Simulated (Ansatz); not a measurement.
## Single-point calculation, with input and output: CaO (part 2 of 2)

Continued. System: CaO (slab, 24 atoms in the cell). Method: DFT PBE+D3(BJ), scalar-relativistic, plane waves, PAW, no spin polarisation (Ansatz 0.2.0); cutoff 420 eV, 3×3×1 k-mesh, Gaussian smearing of 0.05 eV. The structure derives from an entry of the Crystallography Open Database. It belongs to a series of runs on one base structure; here: the slab at its places in the relaxed adsorbed structure.

Geometry of the input (Å; fractional positions):
```
6.7647  0.0000  0.0000
-3.3823  5.8584  0.0000
0.0000  0.0000  27.9410
O  0.1667  0.3333  0.2863
O  0.1667  0.8333  0.2863
O  0.6667  0.3333  0.2863
O  0.6667  0.8333  0.2863
Ca 0.3333  0.1667  0.3357
Ca 0.3333  0.6667  0.3357
Ca 0.8333  0.1667  0.3357
Ca 0.8333  0.6667  0.3357
O  0.5000  0.5000  0.3852
O  0.5000  0.0000  0.3852
O  -0.0000  0.5000  0.3852
O  0.0000  0.0000  0.3852
Ca 0.6667  0.3334  0.4291
Ca 0.6667  0.8333  0.4291
Ca 0.1666  0.3333  0.4291
Ca 0.1666  0.8333  0.4291
O  0.8332  0.6664  0.4868
O  0.8335  0.1668  0.4867
O  0.3331  0.6663  0.4866
O  0.3331  0.1668  0.4866
Ca 0.0001  0.5001  0.5304
Ca -0.0002  -0.0003  0.5303
Ca 0.4998  0.4999  0.5303
Ca 0.4996  -0.0002  0.5300
```

**Output, continued**
```
  k-point 0: bands = ["-43.4293", "-43.3656", "-43.3626", "-43.3530", "-42.1250", "-42.0555", "-42.0541", "-42.0490", "-40.0573", "-39.9867", "-39.9866", "-39.9865", "-24.9691", "-24.9661", "-24.9650", "-24.7211", "-24.4396", "-24.4376", "-24.4314", "-24.3810", "-24.3767", "-24.3750", "-24.2619", "-24.2617", "-23.7525", "-23.7509", "-23.7502", "-23.5563", "-23.2184", "-23.2170", "-23.2121", "-23.0854", "-23.0838", "-23.0831", "-22.9625", "-22.9623", "-21.6998", "-21.6997", "-21.6995", "-21.4818", "-21.0906", "-21.0905", "-21.0903", "-21.0155", "-21.0154", "-21.0154", "-20.8975", "-20.8975", "-20.1823", "-20.0509", "-20.0507", "-20.0490", "-18.8225", "-18.7243", "-18.7226", "-18.7221", "-16.3446", "-16.2077", "-16.2076", "-16.2076", "-7.2043", "-7.2030", "-7.2016", "-7.1588", "-6.3466", "-6.3458", "-6.3438", "-6.0673", "-6.0668", "-6.0663", "-5.9973", "-5.9969", "-5.7314", "-5.7310", "-5.7307", "-5.4859", "-5.0460", "-5.0443", "-5.0433", "-4.9457", "-4.9455", "-4.9452", "-4.8825", "-4.8824", "-2.9743", "-2.5517", "-2.5517", "-2.5517", "-2.0272", "-1.7865", "-1.7864", "-1.7864", "-1.6918", "-1.6918", "-1.6918", "-1.5384", "-1.5384", "-0.9566", "-0.9547", "-0.9542", "-0.7450", "-0.7442", "-0.7428", "0.0817", "0.5505", "0.5629", "0.5669", "1.3285", "1.3476", "1.3484", "1.4278", "1.4291", "1.4297", "1.8251", "2.1235", "2.5567", "2.5569", "2.7606", "2.7626", "2.7653"]
  k-point 1: bands = ["-43.4128", "-43.3779", "-43.3656", "-43.3546", "-42.1073", "-42.0711", "-42.0555", "-42.0501", "-40.0398", "-40.0044", "-39.9867", "-39.9865", "-24.8970", "-24.8921", "-24.8393", "-24.7013", "-24.4745", "-24.4708", "-24.4662", "-24.4272", "-24.4206", "-24.3987", "-24.3493", "-24.2908", "-23.6616", "-23.6588", "-23.6079", "-23.5058", "-23.2790", "-23.2420", "-23.2381", "-23.1806", "-23.1771", "-23.1602", "-23.0542", "-22.9932", "-21.5924", "-21.5921", "-21.5324", "-21.3925", "-21.1764", "-21.1614", "-21.1614", "-21.1138", "-21.0798", "-21.0795", "-20.9863", "-20.9273", "-20.1019", "-20.0399", "-20.0130", "-20.0117", "-18.7594", "-18.7149", "-18.6936", "-18.6917", "-16.3231", "-16.2541", "-16.2187", "-16.2186", "-7.0112", "-7.0085", "-6.9801", "-6.9309", "-6.4952", "-6.3767", "-6.3410", "-6.3390", "-6.2315", "-6.2306", "-6.0325", "-5.9963", "-5.6316", "-5.6305", "-5.5485", "-5.3628", "-5.1219", "-5.1164", "-5.1003", "-5.0991", "-5.0302", "-5.0283", "-4.9341", "-4.9028", "-2.5300", "-2.4724", "-2.4724", "-2.3663", "-2.0363", "-1.8428", "-1.8428", "-1.8057", "-1.7579", "-1.7367", "-1.7367", "-1.6584", "-1.6152", "-1.5821", "-1.0693", "-1.0656", "-0.5293", "-0.4789", "-0.4681", "0.0486", "0.7002", "0.7538", "0.7676", "0.9387", "1.3748", "1.4779", "1.5862", "1.6319", "1.6361", "1.8648", "2.1955", "2.2017", "2.2896", "2.4095", "2.4518", "2.5849"]
  k-point 2: bands = ["-43.4126", "-43.3791", "-43.3635", "-43.3557", "-42.1072", "-42.0714", "-42.0548", "-42.0506", "-40.0398", "-40.0044", "-39.9866", "-39.9865", "-24.8956", "-24.8937", "-24.8392", "-24.7013", "-24.4734", "-24.4720", "-24.4662", "-24.4259", "-24.4221", "-24.3985", "-24.3489", "-24.2909", "-23.6611", "-23.6594", "-23.6079", "-23.5058", "-23.2791", "-23.2414", "-23.2384", "-23.1802", "-23.1777", "-23.1601", "-23.0540", "-22.9931", "-21.5923", "-21.5923", "-21.5324", "-21.3926", "-21.1764", "-21.1615", "-21.1613", "-21.1138", "-21.0797", "-21.0796", "-20.9863", "-20.9273", "-20.1019", "-20.0400", "-20.0129", "-20.0117", "-18.7594", "-18.7150", "-18.6930", "-18.6922", "-16.3231", "-16.2541", "-16.2186", "-16.2186", "-7.0098", "-7.0095", "-6.9802", "-6.9310", "-6.4956", "-6.3765", "-6.3406", "-6.3390", "-6.2316", "-6.2301", "-6.0332", "-5.9966", "-5.6311", "-5.6308", "-5.5486", "-5.3627", "-5.1220", "-5.1165", "-5.0999", "-5.0996", "-5.0293", "-5.0291", "-4.9341", "-4.9029", "-2.5300", "-2.4724", "-2.4724", "-2.3663", "-2.0363", "-1.8428", "-1.8428", "-1.8057", "-1.7578", "-1.7367", "-1.7367", "-1.6584", "-1.6150", "-1.5821", "-1.0680", "-1.0677", "-0.5285", "-0.4763", "-0.4705", "0.0493", "0.7003", "0.7564", "0.7649", "0.9388", "1.3748", "1.4784", "1.5859", "1.6334", "1.6336", "1.8653", "2.1976", "2.1992", "2.2898", "2.4094", "2.4517", "2.5846"]
  k-point 4: bands = ["-43.4126", "-43.3794", "-43.3630", "-43.3560", "-42.1072", "-42.0715", "-42.0542", "-42.0510", "-40.0398", "-40.0044", "-39.9866", "-39.9866", "-24.8958", "-24.8933", "-24.8393", "-24.7013", "-24.4734", "-24.4723", "-24.4660", "-24.4256", "-24.4224", "-24.3984", "-24.3489", "-24.2910", "-23.6609", "-23.6596", "-23.6079", "-23.5058", "-23.2791", "-23.2410", "-23.2389", "-23.1797", "-23.1781", "-23.1601", "-23.0541", "-22.9932", "-21.5923", "-21.5922", "-21.5324", "-21.3925", "-21.1764", "-21.1614", "-21.1614", "-21.1138", "-21.0797", "-21.0797", "-20.9863", "-20.9273", "-20.1019", "-20.0399", "-20.0128", "-20.0119", "-18.7594", "-18.7150", "-18.6930", "-18.6922", "-16.3231", "-16.2541", "-16.2186", "-16.2186", "-7.0106", "-7.0090", "-6.9801", "-6.9309", "-6.4953", "-6.3767", "-6.3407", "-6.3392", "-6.2314", "-6.2307", "-6.0326", "-5.9965", "-5.6312", "-5.6309", "-5.5486", "-5.3627", "-5.1219", "-5.1165", "-5.1000", "-5.0994", "-5.0296", "-5.0289", "-4.9341", "-4.9029", "-2.5300", "-2.4724", "-2.4724", "-2.3663", "-2.0363", "-1.8428", "-1.8428", "-1.8057", "-1.7579", "-1.7367", "-1.7367", "-1.6584", "-1.6152", "-1.5821", "-1.0686", "-1.0664", "-0.5292", "-0.4763", "-0.4707", "0.0487", "0.7001", "0.7573", "0.7642", "0.9386", "1.3749", "1.4780", "1.5861", "1.6328", "1.6349", "1.8650", "2.1966", "2.2004", "2.2897", "2.4097", "2.4516", "2.5848"]
```

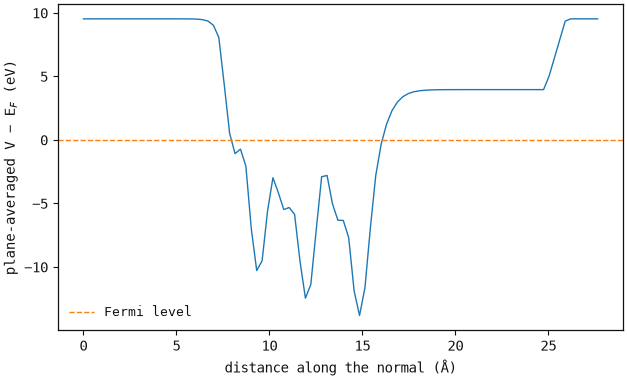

**Figure 1.** Plane average of the electrostatic potential energy of an electron across the cell, from the Fermi level. The vacuum level lies 3.96 eV above the Fermi level on the upper side and 9.53 eV on the lower.

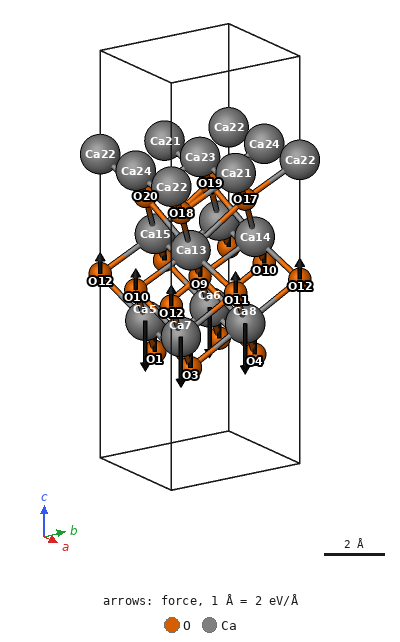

**Figure 2.** Forces on the atoms as black arrows (ball-and-stick view of the cell of the calculation, with the vacuum cut short, seen slightly off an axis; atoms are numbered from 1 in the order of the input); the smallest are left out. The largest act on Ca7, Ca8 (3.50 eV/Å); Ca5, Ca6 (3.49 eV/Å); O1, O2, O3, O4 (2.00 eV/Å); O10 (1.50 eV/Å), among others. The geometry is not a stationary point of this energy.

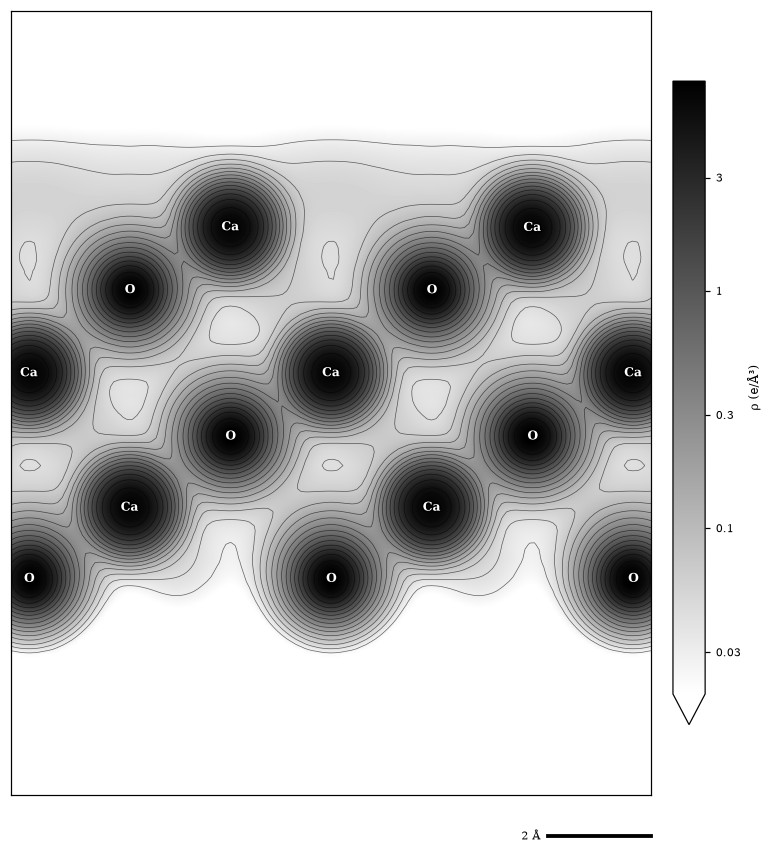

**Figure 3.** Valence charge density (pseudo) on the (110) plane of the calculation cell, a cut from vacuum to vacuum. Atoms in the plane: O and Ca. Ca–O (2.30 Å): ρ at the midpoint is about 0.32 e/Å³. Ca–O (2.39 Å): ρ at the midpoint is about 0.25 e/Å³. Ca–O (2.53 Å): ρ is about 0.19 e/Å³ halfway. The density dies away to nearly zero in the vacuum. The fields are those of the smooth PAW valence density.

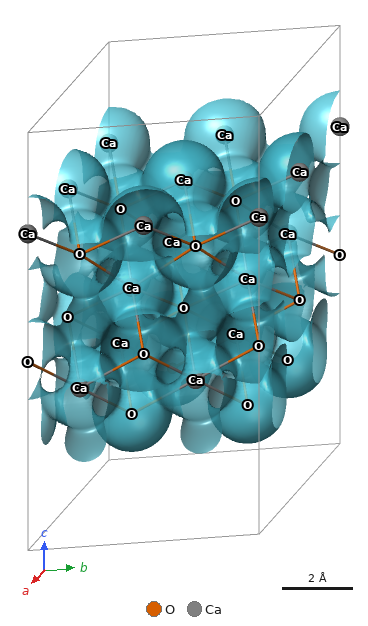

**Figure 4.** Isosurface of the valence charge density (pseudo) at 0.15 e/Å³ (cyan), seen at an oblique angle. Sticks mark near contacts. At this value the density is joined into sheets; it holds about 90 % of the electrons treated as valence (semicore included). On the grid the lowest density along these lines, outside the cores, is 0.32 e/Å³ (Ca–O, 2.30 Å), 0.25 e/Å³ (Ca–O, 2.39 Å) and 0.19 e/Å³ (Ca–O, 2.53 Å).

**Key numbers**

```csv
quantity,value
outcome,converged
electrons treated,192
free energy,−28635.2918 eV
"work function, top face",3.96 eV
"work function, bottom face",9.53 eV
Fermi energy,−1.664 eV
gap on the k-point mesh,none (metallic)
work function (upper face),3.96 eV
largest force (length of the vector),3.495 eV/Å
hardware,"4 threads of Arm Neoverse V1, 24 GiB of memory available, shared host"
wall time,66 s (CPU time 4.4 min)
peak memory,2.5 GiB
```
